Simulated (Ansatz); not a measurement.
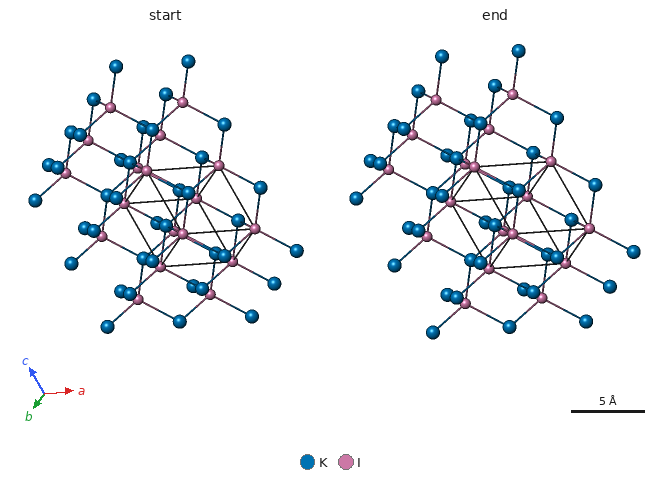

The structure of crystalline KI (a generated structure, set up in I-4m2) before (left) and after (right) a relaxation, at one scale.

Style: ball-and-stick. Shown: the cell of the calculation, repeated 1 × 2 × 2 with one cell outlined, from a free direction.

Case: Ag → K on all its sites, cell and atoms relaxed.

All numbers below come from DFT PBE, scalar-relativistic, plane waves, PAW (Ansatz).

The input:
```yaml
crystal:
  lattice:
    - [-2.6625694861, 2.6625694861, 3.7702335166]
    - [2.6625694861, -2.6625694861, 3.7702335166]
    - [2.6625694861, 2.6625694861, -3.7702335166]
  atoms:
    - { symbol: K, position: [0.25, 0.75, 0.5] }
    - { symbol: I, position: [0.0, 0.0, 0.0] }
basis:
  ecutwfc: 420
kpoints:
  mp_grid: { grid: [6, 6, 6] }
hamiltonian:
  xc: pbe
scf:
  occupations: { method: gaussian, width: 0.02 }
output:
  forces: true
  stress: true
  eigenvalues: true
relax:
  adjacent_minimum: "off"
  f_tol: 0.01
  max_steps: 60
  cell: { stress_tol: 0.1 }
```

Command:
```bash
ansatz run input.yaml --threads 1 --pin off --max-ram 1331MiB --backend cpu --events-out ev --progress --plain --runs-dir out
```

> What changed between the two?

No atom moves by more than 0.005 Å relative to the cell. Cell: a = b = c 5.329 → 5.653 Å (+6.1 %). Volume +19.4 %. Near-neighbour distances that change, for instance: K1–I2 3.262 → 3.461 Å. The space group stays F-43m (No. 216). After 3 accepted moves (4 points after the start) the energy has fallen by 0.104 eV per cell of the calculation. All forces vanish by symmetry, so only the cell relaxes. Pressure: 1.90 GPa at the start and −0.01 GPa at the end. The SCF was repeated once at an unchanged geometry on a basis and grid sized afresh for the cell, which shifted the energy by 0.7 meV per cell of the calculation at most.
